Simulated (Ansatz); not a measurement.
## LiF (Griceite): the dielectric response by several routes

How strongly does LiF (Griceite) screen? Routes: perturbation theory, a sum over states and the RPA step of G0W0.

Calculated with Ansatz 0.2.0; linear response on PBE, plane waves, PAW.

### 1. Set-up

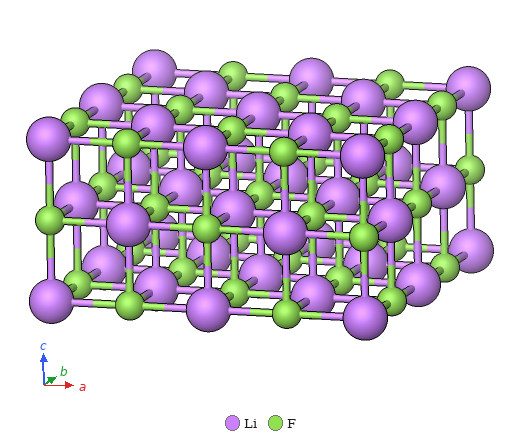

Start, viewed slightly off an axis; lithium purple, fluorine green. 2×2×1 cells are drawn. This picture shows the conventional cell, with its axes. Some periodic images of atoms are drawn too.

The cell and positions come from the Crystallography Open Database and are kept as given unless a step says otherwise.

### 2. Response to a homogeneous field

The response to a uniform field gives ε∞, a yardstick for the screening that GW builds on its mesh.

This step: dielectric response by perturbation theory, PBE, plane waves, PAW; PAW set soft_1.

input.yaml

```yaml
crystal:
  lattice:
    - [0.0, 2.014, 2.014]
    - [2.014, 0.0, 2.014]
    - [2.014, 2.014, 0.0]
  atoms:
    - { symbol: Li, position: [0.0, 0.0, 0.0] }
    - { symbol: F, position: [0.5, 0.5, 0.5] }
kpoints:
  mp_grid: { grid: [10, 10, 10] }
hamiltonian:
  xc: pbe
  pseudopotentials: { kind: paw, azcp: { folder: soft_1 } }
scf:
  occupations: { method: fixed }
dielectric: {}
```

Started as:

```bash
$ ansatz run input.yaml --threads 3 --pin off --max-ram 92160MiB --backend cuda --events-out ev --progress --plain --runs-dir out --devices 1 --max-vram 13GiB
```

Numbers of over 12 decimals in the logs are rounded to 6 here.

Log:

```text
GPUs: using 1 of 1 available (devices: 1).
Engine: ansatz 0.2.0, x86_64-unknown-linux-gnu
Pseudopotentials: kind: paw
Pseudopotential: Li, paw, valence charge 3, recommended cutoff 420 eV (normal), soft_1/Li.paw.azcp
Pseudopotential: F, paw, valence charge 7, recommended cutoff 420 eV (normal), soft_1/F.paw.azcp
Functional definition: PBE
  parameter kappa = 0.804
  parameter beta = 0.066725
  exchange = pbe_x(kappa = kappa, mu = beta*pi^2/3)
  correlation = pbe_c(beta = beta)
device memory: the entry about to start is reckoned to put 1.0 GiB on a device that reports 43.5 GiB free (of which the cap on the GPU budget leaves the run 13.0 GiB)
GPU FFT provider: cuFFT
GPU libraries: cuBLAS 13.8.2, cuFFT 12.4.0, cuSOLVER 12.3.4
Crystal: 2 atoms, lattice volume = 16.338 Å³
Basis set: ecut = 420 eV, 331 PW (Γ), exchange–correlation on 40×40×40 points (8 copies of the dense FFT grid, shifted against one another)
Bands: 9, of which v1, the nominal top of the filled ones, is band 5 counted from 1 (4 counted from 0)
Symmetry: 48 space group operations
k-points: 102 of 1000 (irreducible under 8 space group operations, time reversal used)
Non-local potential: Li, projectors of the file, l = 0: 3, l = 1: 2, l = 2: 1
Non-local potential: F, projectors of the file, l = 0: 2, l = 1: 2, l = 2: 1
PAW form: soft (Blöchl's): semilocal exchange-correlation on the pseudo side does not see the compensation charge
PAW one-centre angular grid: Li, 110 points (default); XC on 96 Gauss nodes
PAW one-centre angular grid: F, 110 points (default); XC on 64 Gauss nodes
Initial density: superposition of atomic densities (chi_scale 0.1, normalization cell, long waves kept (reshape's long-wave potential 0.00 eV rms))
Initial wavefunctions: pseudopotential atomic-orbital guess
GPU buffer pool allocated for 8000 grid points (all kernels)
GPU transforms: local potential and band sums: pruned to the plane-wave sphere, on 20×20×20
Functional: x = pbe(κ = 0.804, μ = 0.219515), c = pbe(β = 0.066725)
SCF iter   1: F=—  HF=-1016.037703 eV  |F-HF|=—  |Δ(HF+E_count)|=         —  Δρ=5.95e-2  dr2=3.05e-1  ethr=3.10e-3  ⟨swp⟩=4.0  Hψ=5197  notcnv=0  defer=189
preconditioner: auto → none  [insulator: Δε(μ)=8.253 eV  Ē_g=21.871 eV  n_scr=0 (ndim 8)  ℏωp=26.0 eV  f_vac=0.000  ε∞_Penn≈2.4]
SCF iter   2: F=—  HF=-1016.139221 eV  |F-HF|=—  |Δ(HF+E_count)|=   1.02e-1  Δρ=3.22e-2  dr2=8.41e-2  ethr=3.05e-3  ⟨swp⟩=2.0  Hψ=1964  notcnv=0  defer=178
SCF iter   3: F=—  HF=-1016.174547 eV  |F-HF|=—  |Δ(HF+E_count)|=   3.53e-2  Δρ=1.64e-2  dr2=2.14e-2  ethr=8.41e-4  ⟨swp⟩=2.0  Hψ=1515  notcnv=0  defer=196
SCF iter   4: F=—  HF=-1016.173027 eV  |F-HF|=—  |Δ(HF+E_count)|=   1.52e-3  Δρ=1.38e-3  dr2=1.27e-4  ethr=2.14e-4  ⟨swp⟩=2.7  Hψ=1434  notcnv=0  defer=198
SCF iter   5: F=—  HF=-1016.173186 eV  |F-HF|=—  |Δ(HF+E_count)|=   1.59e-4  Δρ=2.73e-4  dr2=8.15e-6  ethr=1.27e-6  ⟨swp⟩=2.2  Hψ=1502  notcnv=0  defer=200
SCF iter   6: F=—  HF=-1016.173184 eV  |F-HF|=—  |Δ(HF+E_count)|=   1.64e-6  Δρ=1.31e-5  dr2=1.63e-8  ethr=8.15e-8  ⟨swp⟩=2.7  Hψ=1294  notcnv=0
SCF iter   7: F=—  HF=-1016.173209 eV  |F-HF|=—  |Δ(HF+E_count)|=   2.42e-5  Δρ=1.99e-6  dr2=1.93e-10  ethr=1.63e-10  ⟨swp⟩=2.2  Hψ=1422  notcnv=0
SCF iter   8: F=-1016.173209 eV  HF=-1016.173209 eV  |F-HF|=2.27e-13  |Δ(HF+E_count)|=  5.74e-10  Δρ=3.58e-8  dr2=4.26e-14  ethr=1.00e-12  ⟨swp⟩=3.0  Hψ=4052  notcnv=0
SCF 1 converged in 8 iterations: F = -1016.173209 eV  dr2 = 4.26e-14
  greatest PAW one-centre occupation: 1.000 electrons in one spin orbital (limit 2), on the Li atom at site 0 (counted from 0), in its partial waves of l = 0
the response reads at least the filled bands of the reference SCF and the lowest empty band at each k-point, and that SCF's band table does not vouch for those bands. The notice of the band table in this run's record says why
device memory: the entry about to start is reckoned to put 0.2 GiB on a device that reports 44.1 GiB free (of which the cap on the GPU budget leaves the run 13.0 GiB)
NSCF: frozen V_eff on 1 k-points
device memory: the entry about to start is reckoned to put 0.2 GiB on a device that reports 44.1 GiB free (of which the cap on the GPU budget leaves the run 13.0 GiB)
NSCF: frozen V_eff on 1 k-points
device memory: the entry about to start is reckoned to put 0.1 GiB on a device that reports 44.1 GiB free (of which the cap on the GPU budget leaves the run 13.0 GiB)
device memory: the entry about to start is reckoned to put 0.6 GiB on a device that reports 44.1 GiB free (of which the cap on the GPU budget leaves the run 13.0 GiB)
DFPT response loops at Γ: preconditioner auto → none (the input reference at scf.mixing.eps_inf says where Resta's filter doesn't serve); β = 0.50; Broyden in place of MSR1
SCF converged after 8 iterations
Free energy (F): -1016.173209 eV
Harris-Foulkes:  -1016.173209 eV  (|F-HF|=2.27e-13)
Internal energy: -1016.173209 eV  (E = F + TS)
E sigma→0 (E₀):  -1016.173209 eV
Fermi energy:    0.961727 eV
--- Per-component energies (eV) ---
  E_band       = -118.047617
  E_kinetic    = 216.241200
  E_local      = -653.588940  (includes V_loc(G=0)·N_el)
  E_nonlocal   = 67.725398
  E_hartree    = 227.143178
  E_xc         = -87.225412
  E_vxc        = -111.959390  (∫ρ·V_xc dr)
  E_paw        = -229.339973  (= ΣΔE_a)
  E_vpaw       = -90.753268  (= ΣTr[D̂ρ^β])
  E_aug_tail   = 0.001026  (compensation charges beyond the density's cutoff)
  E_ewald      = -557.129686
  E_smearing   = -0.000000  (= −TS)
  E_closure    = 0.000000  (closes the sum)
  Σ components = -1016.173209   (vs F -1016.173209, Δ=0.00e0)
--- Band table (eV; the first three rows and the last of 102) ---
  k-point 0: bands = ["-39.9288", "-19.0021", "0.9617", "0.9617", "0.9617", "10.0566", "24.9209", "24.9209", "24.9209"]
  k-point 1: bands = ["-39.9232", "-18.9636", "0.6743", "0.9391", "0.9391", "10.3497", "22.2497", "23.6748", "23.6748"]
  k-point 2: bands = ["-39.9087", "-18.8604", "-0.0146", "0.8812", "0.8812", "11.0033", "19.7880", "22.1881", "22.1881"]
  k-point 101: bands = ["-39.8545", "-18.3310", "-1.4071", "-0.7934", "0.1487", "15.9076", "16.2293", "18.4142", "20.3176"]
--- Dielectric response (ions clamped): 1 representative field direction + reference, on 102 of 1000 k-points (Σ response iterations 6) ---
  k mesh reduced under 8 symmetry operations, with k and −k counted as one. Each operation leaves every solved perturbation unchanged. A smaller set is not considered because the run solves the response to a homogeneous field
  ε∞ (high-frequency dielectric tensor):
        2.057046    -0.000000    -0.000000
       -0.000000     2.057046    -0.000000
        0.000000     0.000000     2.057046
  Born effective charges Z* (e; rows j = field, columns β = displacement):
    site 0:
         1.05078    0.00000    0.00000
        -0.00000    1.05078    0.00000
         0.00000   -0.00000    1.05078
    site 1:
        -1.05078   -0.00000    0.00000
         0.00000   -1.05078   -0.00000
         0.00000    0.00000   -1.05078
  Z* charge neutrality: 4.515e-6 e pre-enforcement
  k-mesh period / interband length: 28.5 Å / 0.76 Å = 37.27 at k = (0.0000, 0.0000, -0.5000), direct gap 11.022 eV — 14 or more, which is no proof of convergence
```

It took 10 s on 1 × NVIDIA H100 80GB HBM3 (shared by 6 runs) with 3 threads of AMD EPYC 7R13 (Zen 3), shared host; peak memory 0.89 GiB.

One over ε∞ averages 0.49, above the quarter of exact exchange in PBE0, which should therefore fall short.

High-frequency dielectric tensor:

```
2.06 0.00 0.00
0.00 2.06 0.00
0.00 0.00 2.06
```

Born effective charge (e), principal values of the symmetric part by kind of site:

```
atom  atoms with these values    low  middle   high   mean
 Li1                        1   1.05    1.05   1.05   1.05
  F2                        1  -1.05   -1.05  -1.05  -1.05
```

In full for F2:

```
-1.05  0.00  0.00
 0.00 -1.05  0.00
 0.00  0.00 -1.05
```

### 3. Independent-particle spectrum

The independent-particle spectrum shows where the oscillator strength lies, before excitons and local fields.

This step: independent-particle optics on PBE, plane waves, PAW; PAW set soft_1.

input.yaml, as its differences from that of step 2:

```diff
@@ -15,2 +15,4 @@
   occupations: { method: fixed }
-dielectric: {}
+  n_extra_bands: 12
+output:
+  optics: { e_range: [0, 25], de: 0.1, sigma: 0.2 }
```

Log:

```text
[...]
GPUs: using 1 of 1 available (devices: 1).
[...]
GPU FFT provider: cuFFT
GPU libraries: cuBLAS 13.8.2, cuFFT 12.4.0, cuSOLVER 12.3.4
Crystal: 2 atoms, lattice volume = 16.338 Å³
Basis set: ecut = 420 eV, 331 PW (Γ)
Bands: 17, of which v1, the nominal top of the filled ones, is band 5 counted from 1 (4 counted from 0)
Symmetry: 48 space group operations
[...]
k-points: 47 of 1000
[...]
GPU buffer pool allocated for 8000 grid points (all kernels)
[...]
SCF iter   1: F=—  HF=-1016.037781 eV  |F-HF|=—  |Δ(HF+E_count)|=         —  Δρ=5.95e-2  dr2=3.06e-1  ethr=3.10e-3  ⟨swp⟩=4.0  Hψ=3272  notcnv=0  defer=430
[...]
SCF iter   8: F=-1016.173307 eV  HF=-1016.173307 eV  |F-HF|=3.41e-13  |Δ(HF+E_count)|=  6.41e-10  Δρ=3.80e-8  dr2=7.34e-14  ethr=1.00e-12  ⟨swp⟩=7.7  Hψ=3803  notcnv=0
SCF 1 converged in 8 iterations: F = -1016.173307 eV  dr2 = 7.34e-14
[...]
Optics k sum: 0 of 47 k-points
Optics k sum: 3 of 47 k-points
[...]
Optics k sum: 47 of 47 k-points
[...]
SCF converged after 8 iterations
Free energy (F): -1016.173307 eV
[...]
Internal energy: -1016.173307 eV  (E = F + TS)
E sigma→0 (E₀):  -1016.173307 eV
Fermi energy:    0.961730 eV
[...]
--- Band table (eV; the first three rows and the last of 47) ---
  k-point 0: bands = [... 1 lower, -19.0021, 0.9617, 0.9617, 0.9617, 10.0568, 24.9216, 24.9216, 24.9216, ... 8 higher]
  k-point 1: bands = [... 1 lower, -18.9636, 0.6743, 0.9391, 0.9391, 10.3498, 22.2499, 23.6753, 23.6753, ... 8 higher]
  k-point 2: bands = [... 1 lower, -18.8604, -0.0146, 0.8812, 0.8812, 11.0035, 19.7882, 22.1886, 22.1886, ... 8 higher]
  k-point 46: bands = [... 1 lower, -18.3310, -1.4071, -0.7933, 0.1487, 15.9078, 16.2295, 18.4145, 20.3178, ... 8 higher]
```

Run time: 8.2 s. Hardware: 1 × NVIDIA H100 80GB HBM3 (shared by 6 runs) with 3 threads; peak memory 0.98 GiB; 7.9 s of CPU time.

Numbers from this step:

```
ε∞ without local fields (xx, yy, zz)                                   : 2.086, 2.086, 2.086
electrons in the f-sum (xx, yy, zz)                                    : 5.593, 5.593, 5.593
bands in the explicit sum (the static value is completed to all bands) : 17
```

The sum gives ε∞ = 2.09 without local fields.

The ε₂, xx=yy=zz has structure finer than the step of the table below, so its rows give means over 2 eV, whole bins alone (the curve runs from 0 to 25 eV). Peaks (eV: height): 11.2: 2.77, 17.1: 3.09, 19.5: 4.06, 21.0: 3.17.

Independent particles, no local fields, Gaussian width 0.2 eV. The ε₂, xx=yy=zz by photon energy; means over each step:

```
photon energy (eV)  ε₂, xx=yy=zz
                 6             0
                 8       0.00246
                10         0.884
                12          2.15
                14          1.02
                16         0.942
                18          1.46
                20          3.01
                22          1.23
                24         0.296
```

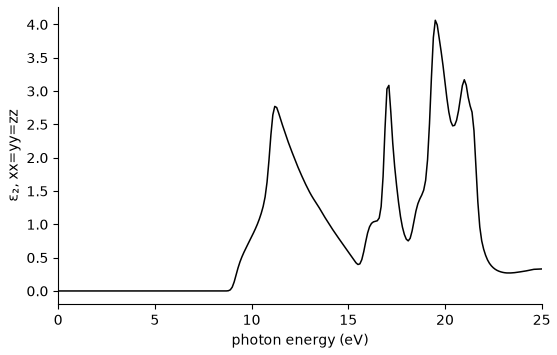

ε₂, xx=yy=zz against photon energy.

The loss function, xx=yy=zz has structure finer than the step of the table below, so its rows give means over 1 eV, whole bins alone (the curve runs from 0 to 25 eV). Peaks (eV: height): 23.2: 3.68.

Independent particles, no local fields, Gaussian width 0.2 eV. The loss function, xx=yy=zz by photon energy; means over each step:

```
photon energy (eV)  loss function, xx=yy=zz
                 8                        0
                 9                   0.0138
                10                   0.0676
                11                    0.140
                12                    0.298
                13                    0.392
                14                    0.391
                15                    0.223
                16                    0.126
                17                    0.248
                18                    0.311
                19                    0.164
                20                    0.313
                21                    0.332
                22                    0.475
                23                     2.72
                24                     1.75
```

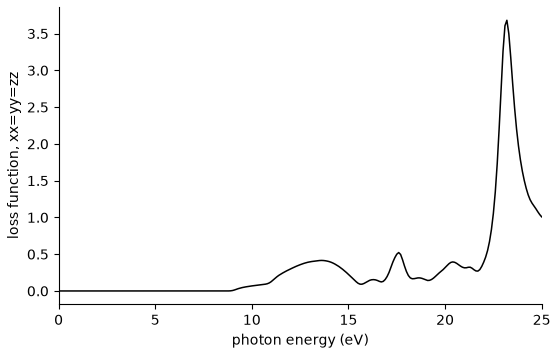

Loss function, xx=yy=zz, plotted against photon energy.

Independent particles, no local fields, Gaussian width 0.2 eV. Table of ε₁, xx=yy=zz by photon energy:

```
photon energy (eV)  ε₁, xx=yy=zz
                 0          2.04
                 1          2.04
                 2          2.06
                 3          2.08
                 4          2.12
                 5          2.17
                 6          2.25
                 7          2.37
                 8          2.57
                 9          3.09
                10          3.34
                11          3.62
                12          1.60
                13          1.24
                14          1.23
                15          1.50
                16          2.41
                17          2.51
                18          1.52
                19          2.89
                20         0.285
                21        -0.137
                22         -1.10
                23       -0.0889
                24         0.307
                25         0.467
```

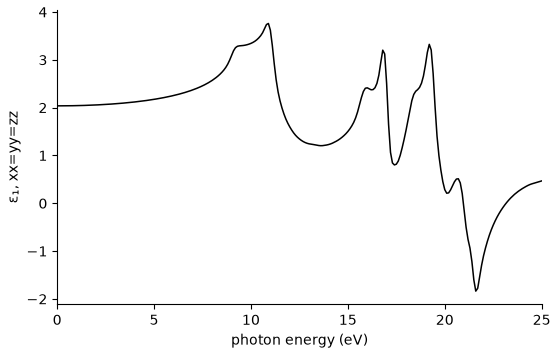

ε₁, xx=yy=zz, plotted against photon energy.

### 4. RPA screening from the G0W0 run

Now the one-shot GW correction: screening in the RPA, then the self-energy of the levels asked for. This step takes PAW set soft_1 files.

This step: G0W0 on PBE, plane waves, PAW; PAW set soft_1.

input.yaml, the sections that differ from step 3:

```yaml
kpoints:
  mp_grid: { grid: [6, 6, 6] }
scf:
  occupations: { method: fixed }
gw:
  n_empty_bands: 104
  ecut_chi: 200.0
  qp_bands: [v2, c2]
  qp_kpoints: band_edges
  screening: { model: contour_deformation }
# crystal, hamiltonian: as in step 3
# output: removed
```

Log:

```text
GPUs: using 1 of 1 available (devices: 1).
[...]
GPU FFT provider: cuFFT
GPU libraries: cuBLAS 13.8.2, cuFFT 12.4.0, cuSOLVER 12.3.4
Crystal: 2 atoms, lattice volume = 16.338 Å³
Basis set: ecut = 420 eV, 331 PW (Γ)
Bands: 9, of which v1, the nominal top of the filled ones, is band 5 counted from 1 (4 counted from 0)
Symmetry: 48 space group operations
[...]
k-points: 16 of 216
[...]
1     7     20.5107    -3.8717    -4.0961    -9.7158  0.8666    22.2846    22.2587  root
[...]
14     4     -0.6976   -29.3025     5.0409   -21.2520  0.8141    -3.7884    -3.7072  root
    14     5      0.3380   -31.2220     5.1171   -23.2516  0.8146    -2.5813    -2.5152  root
    14     6     14.5213    -6.5906    -3.6077   -12.1188  0.8771    16.4611    16.4419  root
    14     7     16.3508    -7.5207    -3.7755   -13.4076  0.8653    18.4900    18.4623  root
[key lines of the parts left out:]
SCF converged after 6 iterations
Free energy (F): -1016.173327 eV
Fermi energy:    0.961670 eV
```

It took 9.3 s on 1 × NVIDIA H100 80GB HBM3 (shared by 6 runs) with 3 threads; peak memory 1 GiB.

Numbers from this step:

```yaml
bands_summed: 109
rpa_eps_infinity_on_this_mesh_eigenvalues: 1.972, 1.972, 1.972
plane_waves_in_the_screening_matrix: 113
g0w0_gap_on_the_mesh: 13.41 eV
k_of_the_valence_top: 0, 0, 0
k_of_the_conduction_bottom: 0, 0, 0
starting_gap_on_the_mesh: 9.095 eV
least_direct_g0w0_gap_on_the_computed_points: 13.41 eV
```

The gap on the mesh goes from 9.09 eV to 13.41 eV, a correction of +4.31 eV. Between the two edge states, bare exchange in place of the xc potential would open the gap by 12.73 eV, and correlation takes back 8.42 eV.

Mean over the mesh in bins of 0.25 1/Å. Table of static inverse dielectric function, diagonal by length of q+G:

```
length of q+G (Å⁻¹)  static inverse dielectric function, diagonal
               0.48                                         0.528
               0.96                                         0.582
               1.54                                         0.660
               1.98                                         0.723
               2.51                                         0.791
               3.01                                         0.844
               3.47                                         0.880
               4.27                                         0.920
               4.76                                         0.937
               5.25                                         0.951
               5.76                                         0.963
               6.26                                         0.972
               6.76                                         0.980
               7.19                                         0.985
```

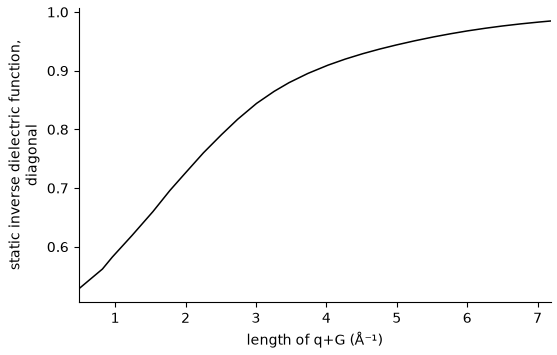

Static inverse dielectric function, diagonal against length of q+G.

### 5. The values together

Times are wall times on 1 × NVIDIA H100 80GB HBM3 (shared by 6 runs) with 3 threads of AMD EPYC 7R13 (Zen 3), shared host, good to a factor of about two.

```
                                          method      mesh  ε∞, low  middle  high  mean   time
perturbation theory (local fields and xc kernel)  10×10×10     2.06    2.06  2.06  2.06   10 s
               sum over states (no local fields)  10×10×10     2.09    2.09  2.09  2.09  8.2 s
           RPA with local fields, on the GW mesh     6×6×6     1.97    1.97  1.97  1.97  9.3 s
```

### 6. What came out

```
perturbation theory (local fields and xc kernel) : 2.06, 2.06, 2.06
sum over states (no local fields)                : 2.09, 2.09, 2.09
RPA with local fields, on the GW mesh            : 1.97, 1.97, 1.97
```

**Reading.** Mean Born effective charge: Li1 1.05, F2 -1.05 e. Distinct peaks of the ε₂, xx=yy=zz stand at 11.2, 17.1, 19.5 and 21.0 eV; the one at 19.5 eV is strongest. The loss function, xx=yy=zz has its highest peak at 23.2 eV. The sum without local fields gives 2.09 in the mean against 2.06 by perturbation theory; local fields lower ε∞ and the xc kernel gives part of it back, though the sum also carries the error of its own mesh. The RPA values on the 6×6×6 mesh average 0.96 times those of perturbation theory (means 1.97 and 2.06). Without the xc kernel RPA should lie a little lower, as the mean does. PBE usually puts the gap too low, which tends to raise ε∞. Ions are clamped, so the lattice part of the static constant is not in these numbers.

[Paths, hosts, dates, memory and timing lines, banners, echoed tables and standing remarks are left out of the program output.]

[Logs are printed without paths, hosts, clocks, repeated set-up lines and the standing remarks that a program may print on its own settings, such as how far it seeks lower states.]

[Runs of the session that timed out or met a known fault of the program may be left out.]

[Cells called generated may have been cut or substituted from an entry of the Crystallography Open Database or the Materials Project.]

[Hosts, paths, dates, database ids (printed as entryN), source tags and the programs' standing remarks are cut or masked in the printed files.]
